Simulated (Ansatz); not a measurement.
System: Ga$_{4}$AsP$_{3}$.

Input

```
crystal:
  lattice:
    - [6.3973822449, 0.0, 0.0003112478]
    - [0.0, 3.8807973677, 0.0]
    - [0.0003299387, 0.0, 6.716942328]
  atoms:
    - { symbol: P, position: [-0.0005561977, 0.0, 0.3307920836] }
    - { symbol: P, position: [0.0012390729, 0.5, 0.8355916805] }
    - { symbol: P, position: [0.4997347524, 0.5, 0.1675334806] }
    - { symbol: As, position: [0.5020536499, 0.0, 0.6660286639] }
    - { symbol: Ga, position: [0.3706092519, 0.0, 0.3263827276] }
    - { symbol: Ga, position: [0.3708116198, 0.5, 0.8405320415] }
    - { symbol: Ga, position: [0.8717297021, 0.5, 0.1666743209] }
    - { symbol: Ga, position: [0.8843781487, 0.0, 0.6664650014] }
kpoints:
  mp_grid: { grid: [4, 6, 4] }
  band_path:
    path:
      - [0.0, 0.0, 0.0]
      - [0.0, -0.5, 0.0]
      - [0.0, -0.5, -0.5]
      - [0.0, 0.0, -0.5]
      - [-0.5, 0.0, -0.5]
      - [-0.5, -0.5, -0.5]
      - [-0.5, -0.5, 0.0]
      - [-0.5, 0.0, 0.0]
    npoints: 1
hamiltonian:
  xc: r2scan
scf:
  occupations: { method: fixed }
  n_extra_bands: 6
output:
  forces: true
  stress: true
  eigenvalues: true
  write_density: true
  write_potential: true
  elf: true
  volumetric_format: npy
```

Launched as:

```sh
ansatz run input.yaml --threads 4 --pin off --max-ram 6451MiB --backend cpu --events-out ev --progress --plain --runs-dir out
```

Below, planes, directions and counts refer to the conventional cell (a = 6.40 Å, b = 3.88 Å, c = 6.72 Å, α = 90.00°, β = 90.01°, γ = 90.00°).

Space group Pm; started from the ordered alloy on wurtzite lattice prototype, which need not be the ambient phase.

All numbers below come from DFT, r2SCAN, plane waves, PAW in Ansatz.

**Predict the valence pseudo-density and electron localisation function between the atoms.**

Ga–As (2.45 Å): ρ is about 0.52 e/Å³ halfway; the ELF peaks at about 0.80 between the atoms (a covalent bond).

**Metal or insulator at this level of theory?**

It is gapped, with a Kohn–Sham gap of 1.5 eV on the k-point mesh (the band edges may lie off the mesh, which would make the gap smaller).

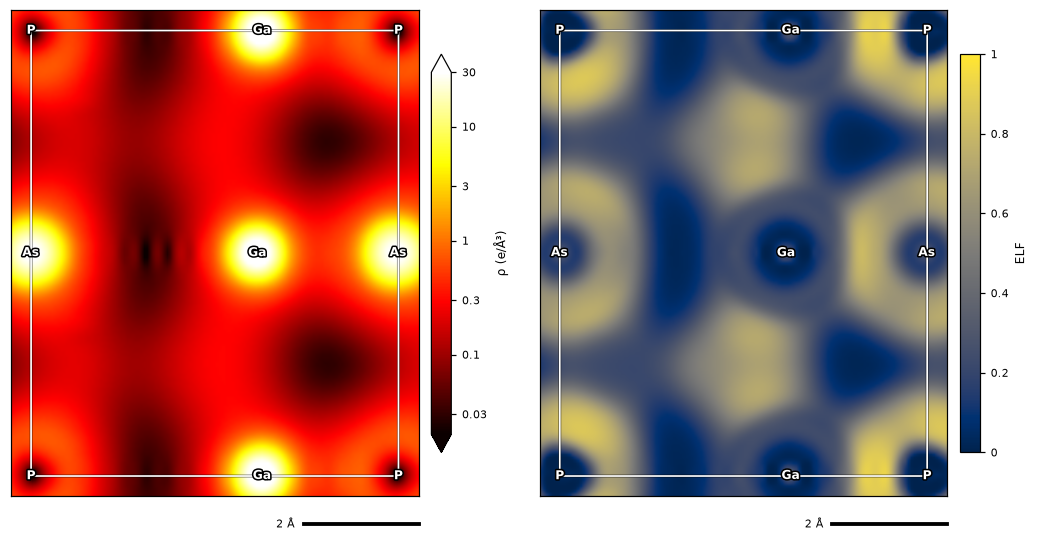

Computed valence pseudo-density and electron localisation function on the (011) plane of the conventional cell, in this order. 

The density is the valence pseudo-density of a PAW calculation; it isn't the true density close to the nuclei.
